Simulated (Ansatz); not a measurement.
**From PBE to G0W0: Al2InN3 (Cmc2_1)**

Wanted: the gap of Al2InN3 (Cmc2_1) with a many-body correction, and the time that it takes.

Calculated with Ansatz 0.2.0; PBE, then G0W0 on it, plane waves, PAW.

## (1) The structure

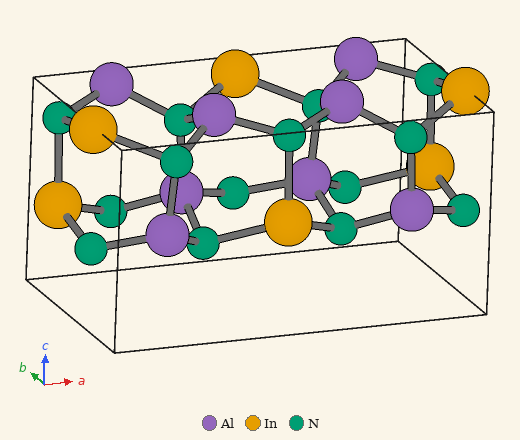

The cell as given, slightly off an axis (aluminium purple, indium orange, nitrogen teal). This picture shows the conventional cell, with its axes. Some periodic images of atoms are drawn too.

The cell and positions are those that the Materials Project relaxed with its own functionals (PBE, PBE+U or r2SCAN), kept fixed.

## (2) The PBE band structure

Levels along a band path and on the mesh show where this functional puts the band edges.

This step: DFT, PBE, plane waves, PAW; PAW set soft_1.

Input file input.yaml:

```yaml
crystal:
  lattice:
    - [4.8800190524, -2.8055151375, 0.0]
    - [4.8800190524, 2.8055151375, 0.0]
    - [0.0, 0.0, 5.1994618]
  atoms:
    - { symbol: Al, position: [0.00854286, 0.33490025, 0.99162672] }
    - { symbol: Al, position: [0.66509975, 0.99145714, 0.99162672] }
    - { symbol: Al, position: [0.99145714, 0.66509975, 0.49162672] }
    - { symbol: Al, position: [0.33490025, 0.00854286, 0.49162672] }
    - { symbol: In, position: [0.32191553, 0.67808447, 0.98638376] }
    - { symbol: In, position: [0.67808447, 0.32191553, 0.48638376] }
    - { symbol: "N", position: [0.03698256, 0.33358057, 0.35579997] }
    - { symbol: "N", position: [0.66641943, 0.96301744, 0.35579997] }
    - { symbol: "N", position: [0.96301744, 0.66641943, 0.85579997] }
    - { symbol: "N", position: [0.33358057, 0.03698256, 0.85579997] }
    - { symbol: "N", position: [0.29809134, 0.70190866, 0.40676283] }
    - { symbol: "N", position: [0.70190866, 0.29809134, 0.90676283] }
kpoints:
  mp_grid: { grid: [6, 6, 4] }
  band_path:
    path:
      - [[0.0, 0.0, 0.0], [0.5, 0.5, 0.0], [0.33262704, 0.66737296, 0.0]]
      - [[-0.33262704, 0.33262704, 0.0], [0.0, 0.0, 0.0], [0.0, 0.0, 0.5], [-0.33262704, 0.33262704, 0.5]]
      - [[0.33262704, 0.66737296, 0.5], [0.5, 0.5, 0.5], [0.5, 0.5, 0.0]]
      - [[0.0, 0.0, 0.0], [0.0, 0.5, 0.0], [0.0, 0.5, 0.5], [0.0, 0.0, 0.5], [0.5, 0.5, 0.5]]
    npoints: 10
hamiltonian:
  xc: pbe
  pseudopotentials: { kind: paw, azcp: { folder: soft_1 } }
scf:
  occupations: { method: fermi_dirac, width: 0.02 }
  n_extra_bands: 8
output:
  eigenvalues: true
  forces: true
  stress: true
  write_density: true
  write_potential: true
  elf: true
  volumetric_format: npy
```

Started as:

```console
$ ansatz run input.yaml --threads 2 --pin off --max-ram 92160MiB --backend cuda --events-out ev --progress --plain --runs-dir out --devices 1 --max-vram 13GiB
```

Numbers of over 12 decimals in the logs are rounded to 6 here.

Output:

```text
scf.n_extra_bands = 8 over 34 filled bands (N_el = 68.0): the run solves 42 bands
GPUs: using 1 of 1 available (devices: 1).
Engine: ansatz 0.2.0, x86_64-unknown-linux-gnu
Pseudopotentials: kind: paw
Pseudopotential: Al, paw, valence charge 3, recommended cutoff 420 eV (normal), soft_1/Al.paw.azcp
Pseudopotential: In, paw, valence charge 13, recommended cutoff 420 eV (normal), soft_1/In.paw.azcp
Pseudopotential: N, paw, valence charge 5, recommended cutoff 420 eV (normal), soft_1/N.paw.azcp
Functional definition: PBE
  parameter kappa = 0.804
  parameter beta = 0.066725
  exchange = pbe_x(kappa = kappa, mu = beta*pi^2/3)
  correlation = pbe_c(beta = beta)
device memory: the entry about to start is reckoned to put 3.9 GiB on a device that reports 35.2 GiB free (of which the cap on the GPU budget leaves the run 13.0 GiB)
GPU FFT provider: cuFFT
GPU libraries: cuBLAS 13.8.2, cuFFT 12.4.0, cuSOLVER 12.3.4
Crystal: 12 atoms, lattice volume = 142.371 Å³
Basis set: ecut = 420 eV, 2793 PW (Γ), exchange–correlation on 80×80×72 points (8 copies of the dense FFT grid, shifted against one another)
Bands: 42, of which v1, the nominal top of the filled ones, is band 34 counted from 1 (33 counted from 0)
Symmetry: 4 space group operations
Space group: Cmc21 (ITA 36), of the structure as read, at distance tolerance 5.2e-5 Å
k-points: 39 of 144 (time reversal used)
Non-local potential: Al, projectors of the file, l = 0: 2, l = 1: 2, l = 2: 1
Non-local potential: In, projectors of the file, l = 0: 2, l = 1: 2, l = 2: 2, l = 3: 1
Non-local potential: N, projectors of the file, l = 0: 2, l = 1: 2, l = 2: 1
PAW form: soft (Blöchl's): semilocal exchange-correlation on the pseudo side does not see the compensation charge
PAW one-centre angular grid: Al, 110 points (default); XC on 64 Gauss nodes
PAW one-centre angular grid: In, 590 points (default); XC on 64 Gauss nodes
PAW one-centre angular grid: N, 110 points (default); XC on 64 Gauss nodes
Initial density: superposition of atomic densities (chi_scale 0.1, normalization cell, long waves kept (reshape's long-wave potential 0.07 eV rms))
Initial wavefunctions: pseudopotential atomic-orbital guess
GPU buffer pool allocated for 57600 grid points (all kernels)
GPU transforms: local potential and band sums: pruned to the plane-wave sphere, on 40×40×36
Functional: x = pbe(κ = 0.804, μ = 0.219515), c = pbe(β = 0.066725)
SCF iter   1: F=—  HF=-15666.433904 eV  |F-HF|=—  |Δ(HF+E_count)|=         —  Δρ=1.13e-1  dr2=2.20e1  ethr=3.10e-3  ⟨swp⟩=7.4  Hψ=6898  notcnv=0
preconditioner: auto → Resta (q_TF=auto, 2.412 Å⁻¹)  ε∞=4.3  [insulator: Δε(μ)=3.270 eV  Ē_g=14.068 eV  σ=0.020 eV  W_gap=1.00  n_scr=26 (ndim 8)  ℏωp=25.7 eV  f_vac=0.000  D(μ)=0.00/eV (n_scr^D=0)  ε∞_Penn≈4.3]
SCF iter   2: F=—  HF=-15660.547983 eV  |F-HF|=—  |Δ(HF+E_count)|=    5.89e0  Δρ=4.27e-2  dr2=1.56e0  ethr=3.10e-3  ⟨swp⟩=3.2  Hψ=3756  notcnv=0  defer=78
SCF iter   3: F=—  HF=-15660.269135 eV  |F-HF|=—  |Δ(HF+E_count)|=   2.79e-1  Δρ=2.08e-2  dr2=4.17e-1  ethr=2.29e-3  ⟨swp⟩=2.0  Hψ=2157  notcnv=0  defer=78
SCF iter   4: F=—  HF=-15660.227934 eV  |F-HF|=—  |Δ(HF+E_count)|=   4.12e-2  Δρ=2.35e-3  dr2=8.59e-3  ethr=6.13e-4  ⟨swp⟩=2.0  Hψ=1794  notcnv=0  defer=78
SCF iter   5: F=—  HF=-15660.231797 eV  |F-HF|=—  |Δ(HF+E_count)|=   3.86e-3  Δρ=1.36e-3  dr2=2.46e-3  ethr=1.26e-5  ⟨swp⟩=2.1  Hψ=3069  notcnv=0  defer=78
SCF iter   6: F=—  HF=-15660.232536 eV  |F-HF|=—  |Δ(HF+E_count)|=   7.39e-4  Δρ=6.89e-4  dr2=6.93e-4  ethr=3.62e-6  ⟨swp⟩=2.0  Hψ=2983  notcnv=0  defer=78
SCF iter   7: F=—  HF=-15660.232445 eV  |F-HF|=—  |Δ(HF+E_count)|=   9.08e-5  Δρ=1.24e-4  dr2=2.40e-5  ethr=1.02e-6  ⟨swp⟩=2.0  Hψ=2192  notcnv=0  defer=78
SCF iter   8: F=—  HF=-15660.232466 eV  |F-HF|=—  |Δ(HF+E_count)|=   2.05e-5  Δρ=2.66e-5  dr2=1.03e-6  ethr=3.53e-8  ⟨swp⟩=2.2  Hψ=2695  notcnv=0  defer=78
SCF iter   9: F=-15660.232467 eV  HF=-15660.232466 eV  |F-HF|=1.01e-8  |Δ(HF+E_count)|=   6.60e-7  Δρ=3.14e-6  dr2=1.16e-8  ethr=1.47e-10  ⟨swp⟩=16.3  Hψ=12903  notcnv=0
SCF 1 converged in 9 iterations: F = -15660.232467 eV  dr2 = 1.16e-8
  greatest PAW one-centre occupation: 0.984 electrons in one spin orbital (limit 2), on the In atom at site 5 (counted from 0), in its partial waves of l = 2
device memory: the entry about to start is reckoned to put 1.8 GiB on a device that reports 35.2 GiB free (of which the cap on the GPU budget leaves the run 13.0 GiB)
NSCF: frozen V_eff on 114 k-points
SCF converged after 9 iterations
Free energy (F): -15660.232467 eV
Harris-Foulkes:  -15660.232466 eV  (|F-HF|=1.01e-8)
Internal energy: -15660.232467 eV  (E = F + TS)
E sigma→0 (E₀):  -15660.232467 eV
Fermi energy:    9.395537 eV
--- Per-component energies (eV) ---
  E_band       = 61.711663
  E_kinetic    = 1321.325457
  E_local      = -3472.801301  (includes V_loc(G=0)·N_el)
  E_nonlocal   = 905.673609
  E_hartree    = 1380.437440
  E_xc         = -798.736836
  E_vxc        = -754.978276  (∫ρ·V_xc dr)
  E_paw        = -11071.245134  (= ΣΔE_a)
  E_vpaw       = -698.388697  (= ΣTr[D̂ρ^β])
  E_aug_tail   = 0.005281  (compensation charges beyond the density's cutoff)
  E_ewald      = -3924.890984
  E_smearing   = -0.000000  (= −TS)
  E_closure    = -0.000000  (closes the sum)
  Σ components = -15660.232467   (vs F -15660.232467, Δ=0.00e0)
--- Forces (eV/Å), atoms counted from 1 ---
  atom   1  Al    -0.00134153     0.00785701     0.00304652
  atom   2  Al     0.00134153     0.00785701     0.00304652
  atom   3  Al     0.00134153    -0.00785701     0.00304652
  atom   4  Al    -0.00134153    -0.00785701     0.00304652
  atom   5  In     0.00000000     0.00559878     0.00671183
  atom   6  In     0.00000000    -0.00559878     0.00671183
  atom   7  N     -0.00080549     0.00547545    -0.00147551
  atom   8  N      0.00080549     0.00547545    -0.00147551
  atom   9  N      0.00080549    -0.00547545    -0.00147551
  atom  10  N     -0.00080549    -0.00547545    -0.00147551
  atom  11  N      0.00000000    -0.01129131    -0.00987405
  atom  12  N      0.00000000     0.01129131    -0.00987405
  max |Σ_I F_I| component: 4.04e-5 eV/Å
--- Stress (GPa, compression-positive) ---
        4.300285       0.000000       0.000000
        0.000000       4.335564       0.000000
        0.000000       0.000000       4.490232
  P = ⅓ Tr σ = 4.3754 GPa (43.754 kbar)
--- Band table (eV; the first three rows and the last of 39) ---
  k-point 0: bands = [... 30 lower, 7.6265, 8.1739, 8.1811, 8.2460, 10.5384, 12.7805, 13.5116, 13.8779, ... 4 higher]
  k-point 1: bands = [... 30 lower, 7.6928, 7.8019, 8.0637, 8.1100, 11.4284, 12.9158, 14.1790, 14.3991, ... 4 higher]
  k-point 2: bands = [... 30 lower, 7.8501, 7.8501, 8.1149, 8.1149, 12.6473, 12.6473, 15.0665, 15.0665, ... 4 higher]
  k-point 38: bands = [... 30 lower, 7.3306, 7.3306, 7.6331, 7.6331, 12.9714, 12.9714, 13.9124, 13.9124, ... 4 higher]
```

Wall time 7.1 s (1 × NVIDIA H100 80GB HBM3 (shared by 6 runs) with 2 threads of AMD EPYC 7R13 (Zen 3), shared host); peak memory 1 GiB.

This step gave:

```yaml
pressure: 4.375 GPa
filled_bands: 34
gap: 2.292 eV
valence_top_at: Γ
conduction_bottom_at: Γ
least_direct_gap: 2.292 eV
```

Over mesh and path the gap is 2.292 eV, direct, at k = Γ. The pressure in this cell is 4 GPa; the cell is kept.

Electronic bands along the path, in eV, zero at the top of the highest nominally filled band:

```
     point  band 31  band 32  band 33  band 34  band 35  band 36  band 37  band 38
         Γ    -0.62    -0.07    -0.06     0.00     2.29     4.53     5.27     5.63
         Y    -0.70    -0.54    -0.49    -0.34     4.11     4.85     5.50     6.16
        F0    -0.74    -0.65    -0.35    -0.25     4.34     4.73     5.46     5.99
jump to Δ0    -0.74    -0.65    -0.35    -0.25     4.34     4.73     5.46     5.99
         Γ    -0.62    -0.07    -0.06     0.00     2.29     4.53     5.27     5.63
         Z    -0.40    -0.40    -0.13    -0.13     4.40     4.40     6.82     6.82
        B0    -0.90    -0.90    -0.66    -0.66     4.62     4.62     5.54     5.54
jump to G0    -0.90    -0.90    -0.66    -0.66     4.62     4.62     5.54     5.54
         T    -0.92    -0.92    -0.61    -0.61     4.73     4.73     5.67     5.67
         Y    -0.70    -0.54    -0.49    -0.34     4.11     4.85     5.50     6.16
 jump to Γ    -0.62    -0.07    -0.06     0.00     2.29     4.53     5.27     5.63
         S    -0.72    -0.60    -0.59    -0.28     4.36     4.61     5.79     5.95
         R    -0.92    -0.92    -0.51    -0.51     4.57     4.57     5.62     5.62
         Z    -0.40    -0.40    -0.13    -0.13     4.40     4.40     6.82     6.82
         T    -0.92    -0.92    -0.61    -0.61     4.73     4.73     5.67     5.67
```

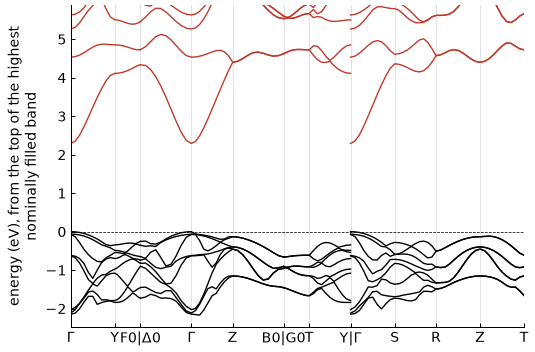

Electronic bands along the path; lines of filled and empty bands in two colours.

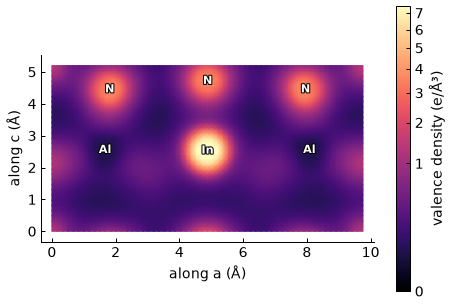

Valence density in the ac plane of the conventional cell at fractional y = 0.178, with atoms of Al and In and N within 0.2 Å of it. It is the smooth field of the valence electrons, not physical close to the nuclei. The colour scale is stretched toward low values.

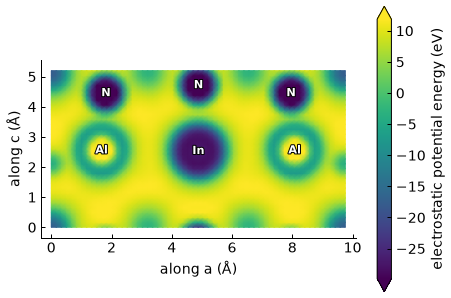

Electrostatic potential energy in the ac plane of the conventional cell at fractional y = 0.178, with atoms of Al and In and N within 0.2 Å of it. With pseudopotentials it is smooth inside the atoms' cores, unlike the true potential.

(Part 1 of 3 ends here.)

[Paths, hosts, dates, memory and timing lines, banners, echoed tables and standing remarks are left out of the program output.]

[Logs are printed without paths, hosts, clocks, repeated set-up lines and the standing remarks that a program may print on its own settings, such as how far it seeks lower states.]

[Runs of the session that timed out or met a known fault of the program may be left out.]

[Cells called generated may have been cut or substituted from an entry of the Crystallography Open Database or the Materials Project.]

[Hosts, paths, dates, database ids (printed as entryN), source tags and the programs' standing remarks are cut or masked in the printed files.]

[Where an RPA ε∞ is given, it is that of the G0W0 mesh and is not shown converged in it. Names of k-points follow the symmetry that the program found, which can be lower than the space group named. Band edges on a path are those of the sampled points; other points can move an edge, and change direct to indirect where valleys lie close.]

[Hybrid gaps are those of their k-mesh and are not shown converged in it.]
